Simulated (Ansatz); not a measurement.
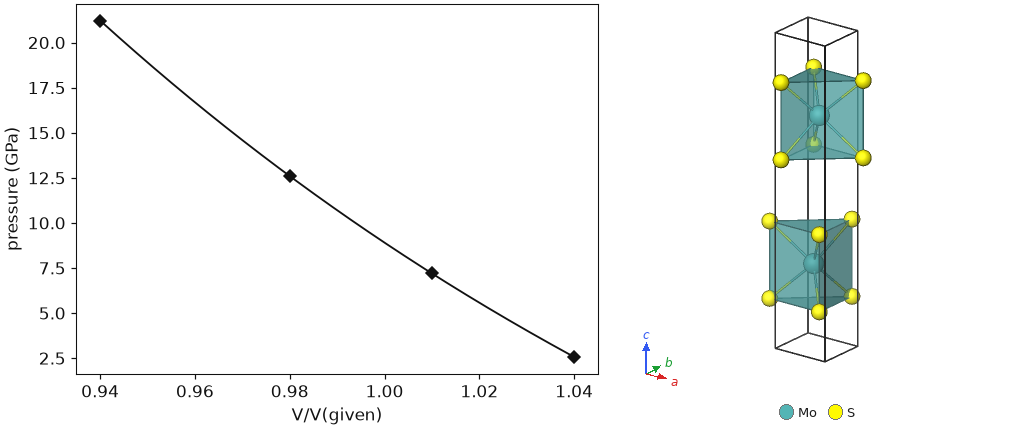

The plot gives the computed pressure against V/V(given) for MoS₂, space group P6_3/mmc (No. 194). The conventional cell is drawn beside the plot.

Structure:
```
CELL_PARAMETERS angstrom
3.16100 0.00000 0.00000
-1.58050 2.73750 0.00000
0.00000 0.00000 12.29500
ATOMIC_POSITIONS crystal
Mo 0.33333 0.66667 0.25000
Mo 0.66667 0.33333 0.75000
S 0.33333 0.66667 0.62750
S 0.66667 0.33333 0.12750
S 0.33333 0.66667 0.87250
S 0.66667 0.33333 0.37250
```

Calculation (Ansatz 0.2.0): periodic Kohn-Sham DFT of a crystal at fixed atoms, scaled to the stated factor times the given cell; pressure positive in compression. Level: PBE.

method all-electron PAW; relativity scalar; k mesh 10×10×3; occupations Fermi–Dirac; smearing width 0.03 eV; nucleus Gaussian.

V(given) is 17.73 Å³/atom.

Read off the course of the pressure.

It falls from 21.2 GPa at V/V(given) 0.94 to 2.6 GPa at 1.04.

Limits of the calculation: field gradient without spin-orbit coupling on heavy atoms; the volumes run don't bracket the minimum of the energy, so any equilibrium value is extrapolated; shape and atomic fractions are frozen while scaling, which makes layered, chain and framework solids too stiff.

The computed values:

```csv
V/V(given),pressure (GPa)
0.94,21.2
0.98,12.6
1.01,7.2
1.04,2.6
```
